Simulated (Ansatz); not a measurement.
# Single-point calculation, with input and output: HfO$_{2}$ (part 2 of 2)

The same run, continued: HfO$_{2}$ (slab, 36 atoms in the cell); DFT PBE+D3(BJ), scalar-relativistic, plane waves, PAW, no spin polarisation (Ansatz 0.2.0); cutoff 420 eV, 3×3×1 k-mesh, Gaussian smearing of 0.05 eV. The structure derives from an entry of the Crystallography Open Database. It belongs to a series of runs on one base structure; here: the slab at its places in the relaxed adsorbed structure.

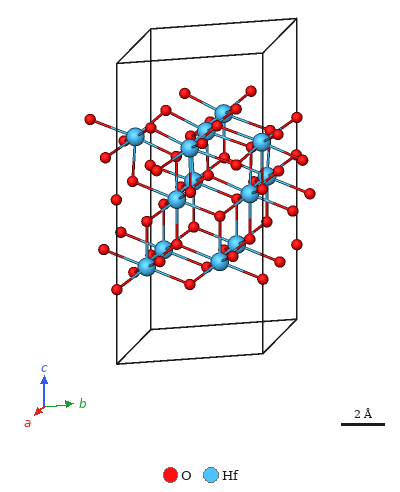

The structure as given in the input (ball-and-stick view of the cell of the calculation, with the vacuum cut short, seen slightly off an axis; bonded neighbours outside the cell are drawn too). An atom can appear more than once, as a periodic image.

The program's output, continued:
```
  k-point 1: bands = ["-60.2298", "-60.0812", "-60.0731", "-60.0696", "-60.0276", "-60.0172", "-60.0151", "-59.9832", "-59.9000", "-59.7018", ... 64 levels left out ..., "-10.1569", "-10.1249", "-10.1217", "-10.0687", "-10.0555", "-10.0114", "-10.0053", "-10.0035", "-9.9985", "-9.9971", "-9.9943", "-9.9928", "-9.9887", "-9.9882", "-9.9744", "-9.9736", "-9.9625", "-9.9597", "-9.9576", "-9.9496", "-9.9427", "-9.9324", "-9.9318", "-9.9198", "-9.9176", "-9.9139", "-9.9121", "-9.9113", "-9.9105",
      "-9.9093", "-9.9049", "-9.9024", "-9.8995", "-9.8964", "-9.8946", "-9.8923", "-9.8919", "-9.8862", "-9.8818", "-9.8775", "-9.8759", "-9.8628", "-9.8615", "-9.8579", "-9.8545", "-9.8541", "-9.8527", "-9.8500", "-9.8486", "-9.8441", "-9.8357", "-9.8321", "-9.8270", "-9.7995", "-9.7645", "-9.7635", "-9.7599", "-9.7588", "-9.7511", "-9.7465", "-9.7082", "-9.6198", "-9.6174", "-9.6023", "-9.5896", "-9.5848", "-9.5750", "-9.5731", "-9.5591",
      "-9.5519", "-9.5505", "-9.5445", "-9.5430", "-9.5384", "-9.5332", "-9.5276", "-9.5137", "-9.5083", "-9.5030", "-9.4847", "-9.4702", "-9.4469", "-4.5425", "-4.5400", "-4.4281", "-3.8856", "-3.8522", "-3.7298", "-3.6732", "-3.6585", "-3.4893", "-3.4469", "-3.4095", "-3.3794", "-3.2863", "-3.2234", "-3.2049", "-3.1614", "-3.0668", "-2.8406", "-2.8302", "-2.7906", "-2.7069", "-2.6934", "-2.6209", "-2.5479", "-2.4946", "-2.4503", "-2.3896",
      "-2.3736", "-2.1412", "-1.7879", "-1.7428", "-1.7154", "-1.5545", "-1.5523", "-1.4490", "-1.3911", "-1.3354", "-1.2249", "-1.1429", "-1.0256", "-0.9640", "-0.8949", "-0.8194", "-0.8014", "-0.7679", "-0.6799", "-0.6522", "-0.5916", "-0.4779", "-0.4196", "-0.3444", "-0.2580", "-0.1525", "-0.0644", "-0.0454", "0.0066", "0.0310", "0.0672", "0.0899", "0.1346", "0.1883", "0.2258", "0.2579", "0.3354", "0.4852", "0.5557", "0.6188",
      "0.6291", "0.6819", "0.7628", "0.8763", "1.0876", "5.2290", "5.3179", "5.3812", "5.4156", "5.4284", "5.5048", "5.5691", "5.5844", "5.6176", "5.6749", "5.7037", "5.8104", "5.8321", "5.8499", "5.8916", "5.9665", "5.9943", "6.1101", "6.1313", "6.2105", "6.2296", "6.2421", "6.3630", "6.4027", "6.4627", "6.4897", "6.5219", "6.5833", "6.6627", "6.9030", "7.1514", "7.3007", "7.6464", "8.0341", "8.0523",
      "8.1515", "8.1722", "8.1988", "8.2097", "8.2248", "8.3437", "8.4179", "8.5641", "8.6910", "8.7228", "8.7563"]
  k-point 2: bands = ["-60.2298", "-60.0808", "-60.0743", "-60.0688", "-60.0273", "-60.0175", "-60.0151", "-59.9831", "-59.9001", "-59.7017", ... 64 levels left out ..., "-10.1569", "-10.1257", "-10.1212", "-10.0683", "-10.0552", "-10.0107", "-10.0050", "-10.0025", "-10.0000", "-9.9981", "-9.9957", "-9.9910", "-9.9892", "-9.9878", "-9.9739", "-9.9727", "-9.9663", "-9.9608", "-9.9564", "-9.9472", "-9.9424", "-9.9325", "-9.9323", "-9.9180", "-9.9163", "-9.9136", "-9.9127", "-9.9097", "-9.9078",
      "-9.9065", "-9.9039", "-9.9020", "-9.8996", "-9.8990", "-9.8968", "-9.8962", "-9.8914", "-9.8872", "-9.8836", "-9.8814", "-9.8782", "-9.8694", "-9.8629", "-9.8586", "-9.8543", "-9.8514", "-9.8503", "-9.8480", "-9.8457", "-9.8409", "-9.8356", "-9.8332", "-9.8264", "-9.7922", "-9.7641", "-9.7636", "-9.7600", "-9.7586", "-9.7511", "-9.7482", "-9.7121", "-9.6189", "-9.6171", "-9.6025", "-9.5885", "-9.5838", "-9.5740", "-9.5733", "-9.5592",
      "-9.5522", "-9.5508", "-9.5459", "-9.5431", "-9.5399", "-9.5358", "-9.5264", "-9.5113", "-9.5073", "-9.5024", "-9.4888", "-9.4712", "-9.4438", "-4.5436", "-4.5406", "-4.4283", "-3.8895", "-3.8513", "-3.7275", "-3.6644", "-3.6575", "-3.4755", "-3.4515", "-3.4143", "-3.3886", "-3.2722", "-3.2350", "-3.2173", "-3.1700", "-3.0603", "-2.8810", "-2.8061", "-2.7824", "-2.7250", "-2.7063", "-2.6575", "-2.5506", "-2.4979", "-2.4407", "-2.3839",
      "-2.3170", "-2.1486", "-1.8011", "-1.7567", "-1.7210", "-1.5691", "-1.5476", "-1.4536", "-1.3954", "-1.3685", "-1.2266", "-1.0988", "-1.0073", "-0.9944", "-0.8944", "-0.8411", "-0.7873", "-0.7484", "-0.6509", "-0.6246", "-0.5974", "-0.5093", "-0.3731", "-0.2985", "-0.2304", "-0.2152", "-0.0642", "-0.0326", "0.0115", "0.0402", "0.0726", "0.0972", "0.1346", "0.1659", "0.1831", "0.2796", "0.3810", "0.4860", "0.5195", "0.6094",
      "0.6522", "0.6661", "0.7649", "0.8834", "1.0698", "5.2719", "5.2856", "5.3756", "5.3963", "5.4513", "5.5378", "5.5643", "5.5855", "5.6455", "5.6681", "5.6946", "5.8223", "5.8412", "5.8479", "5.8792", "5.9499", "5.9732", "6.1216", "6.1526", "6.2000", "6.2309", "6.2615", "6.3203", "6.3936", "6.4329", "6.4956", "6.5105", "6.6180", "6.6298", "6.9201", "7.1791", "7.2962", "7.6473", "8.0945", "8.0977",
      "8.1409", "8.1605", "8.2021", "8.2123", "8.2420", "8.3368", "8.4707", "8.5474", "8.6621", "8.6967", "8.7617"]
  k-point 4: bands = ["-60.2298", "-60.0811", "-60.0736", "-60.0692", "-60.0273", "-60.0176", "-60.0151", "-59.9831", "-59.9001", "-59.7017", ... 64 levels left out ..., "-10.1570", "-10.1257", "-10.1211", "-10.0685", "-10.0553", "-10.0113", "-10.0046", "-10.0032", "-10.0007", "-9.9959", "-9.9940", "-9.9924", "-9.9903", "-9.9878", "-9.9740", "-9.9730", "-9.9640", "-9.9608", "-9.9567", "-9.9485", "-9.9426", "-9.9324", "-9.9320", "-9.9192", "-9.9172", "-9.9126", "-9.9112", "-9.9098", "-9.9080",
      "-9.9061", "-9.9032", "-9.9018", "-9.9008", "-9.8987", "-9.8960", "-9.8953", "-9.8908", "-9.8893", "-9.8844", "-9.8816", "-9.8784", "-9.8661", "-9.8645", "-9.8594", "-9.8544", "-9.8539", "-9.8506", "-9.8459", "-9.8439", "-9.8424", "-9.8356", "-9.8332", "-9.8259", "-9.7938", "-9.7645", "-9.7631", "-9.7608", "-9.7593", "-9.7501", "-9.7481", "-9.7108", "-9.6182", "-9.6166", "-9.6019", "-9.5876", "-9.5829", "-9.5749", "-9.5742", "-9.5603",
      "-9.5505", "-9.5490", "-9.5470", "-9.5437", "-9.5407", "-9.5332", "-9.5276", "-9.5163", "-9.5064", "-9.5028", "-9.4901", "-9.4707", "-9.4417", "-4.5434", "-4.5399", "-4.4277", "-3.8862", "-3.8516", "-3.7281", "-3.6700", "-3.6561", "-3.4810", "-3.4488", "-3.4184", "-3.3846", "-3.2917", "-3.2231", "-3.2057", "-3.1642", "-3.0634", "-2.8589", "-2.8227", "-2.7933", "-2.7183", "-2.6867", "-2.6596", "-2.5466", "-2.5034", "-2.4461", "-2.3923",
      "-2.3283", "-2.1353", "-1.7852", "-1.7568", "-1.7272", "-1.5713", "-1.5454", "-1.4696", "-1.3841", "-1.3630", "-1.2289", "-1.1124", "-1.0313", "-0.9745", "-0.8740", "-0.8484", "-0.7866", "-0.7402", "-0.6618", "-0.6257", "-0.5872", "-0.4909", "-0.4034", "-0.3101", "-0.2612", "-0.1699", "-0.0873", "-0.0327", "0.0128", "0.0388", "0.0627", "0.1041", "0.1326", "0.1634", "0.2131", "0.2838", "0.3601", "0.4655", "0.5635", "0.6014",
      "0.6439", "0.6752", "0.7414", "0.8728", "1.0970", "5.2399", "5.3007", "5.3893", "5.4176", "5.4372", "5.5075", "5.5663", "5.5883", "5.6316", "5.6634", "5.7091", "5.8065", "5.8292", "5.8493", "5.8833", "5.9566", "6.0008", "6.1167", "6.1677", "6.1994", "6.2195", "6.2589", "6.3176", "6.3847", "6.4471", "6.4975", "6.5235", "6.5965", "6.6430", "6.9309", "7.1595", "7.3047", "7.6467", "8.0610", "8.1066",
      "8.1368", "8.1622", "8.2048", "8.2124", "8.2288", "8.3435", "8.4890", "8.5522", "8.6744", "8.6934", "8.7621"]
```

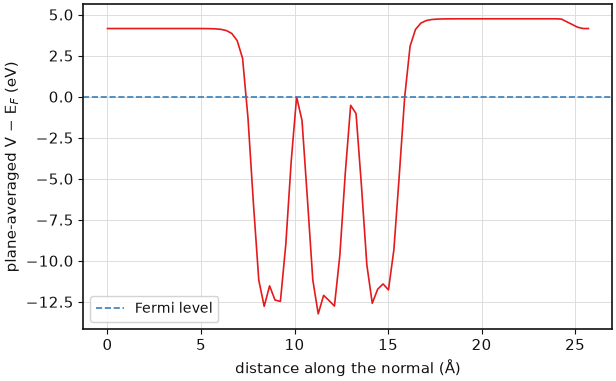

Plane average of the electrostatic potential energy of an electron across the cell, from the Fermi level. The vacuum level lies 4.74 eV above the Fermi level on the upper side and 4.15 eV on the lower.

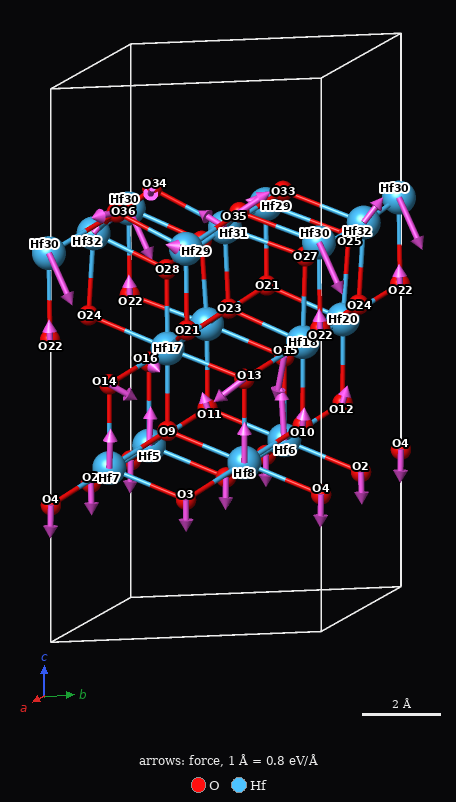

Forces on the atoms as pink arrows (ball-and-stick view of the cell of the calculation, with the vacuum cut short, seen slightly off an axis; atoms are numbered from 1 in the order of the input); the smallest are left out. The largest act on Hf30 (1.19 eV/Å); Hf6 (1.11 eV/Å); O15 (1.01 eV/Å); Hf8 (0.87 eV/Å), among others. The geometry is not a stationary point of this energy.

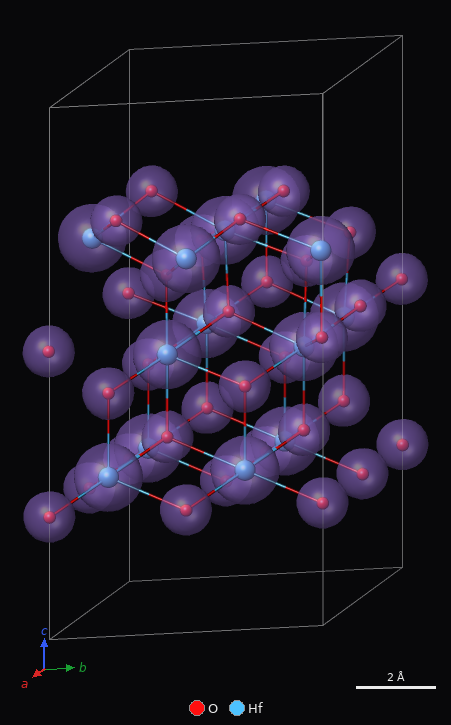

Isosurface of the valence electron density at 1.5 e/Å³ (purple), seen slightly off an axis. Sticks mark near contacts. At this value the density breaks into separate islands; it holds about 75 % of the electrons treated as valence (semicore included). It is pinched off along the Hf–O (2.07 Å), Hf–O (2.11 Å), Hf–O (2.15 Å) and Hf–O (2.19 Å) contacts. On the grid the lowest density along these lines, outside the cores, is 0.78 e/Å³ (Hf–O, 2.07 Å), 0.69 e/Å³ (Hf–O, 2.11 Å), 0.62 e/Å³ (Hf–O, 2.15 Å) and 0.56 e/Å³ (Hf–O, 2.19 Å). The fields are those of the smooth PAW valence density.

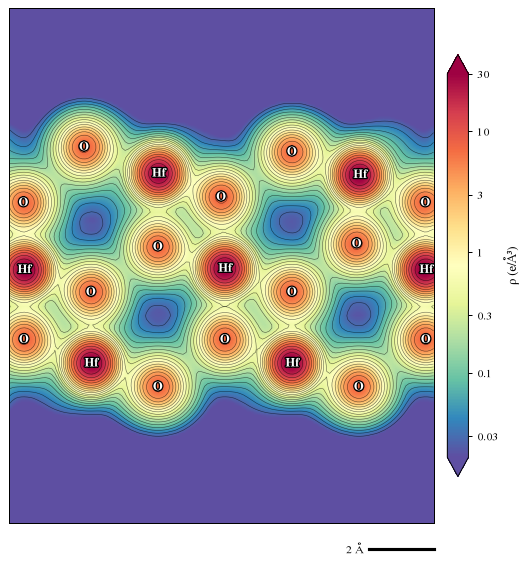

Valence pseudo-density on the (110) plane of the calculation cell, a cut from vacuum to vacuum. Hf–O (2.07 Å): the density is about 0.82 e/Å³ at the midpoint. Hf–O (2.08 Å): the density is about 0.8 e/Å³ at the midpoint. Hf–O (2.16 Å): the density is about 0.64 e/Å³ at the midpoint. Hf–O (2.20 Å): ρ at the midpoint is about 0.58 e/Å³. Hf–O (2.27 Å): ρ is about 0.46 e/Å³ halfway. The density dies away to nearly zero in the vacuum.

Summary:

```csv
quantity,value
outcome,converged
electrons treated,456
free energy,−202338.2208 eV
"work function, top face",4.74 eV
"work function, bottom face",4.15 eV
Fermi energy,3.137 eV
gap on the k-point mesh,3.97 eV
work function (upper face),4.74 eV
largest force (length of the vector),1.192 eV/Å
wall time,91 s (CPU time 6 min)
peak memory,5.7 GiB
```

Notes:

Spin–orbit coupling is left out, which matters for Hf.
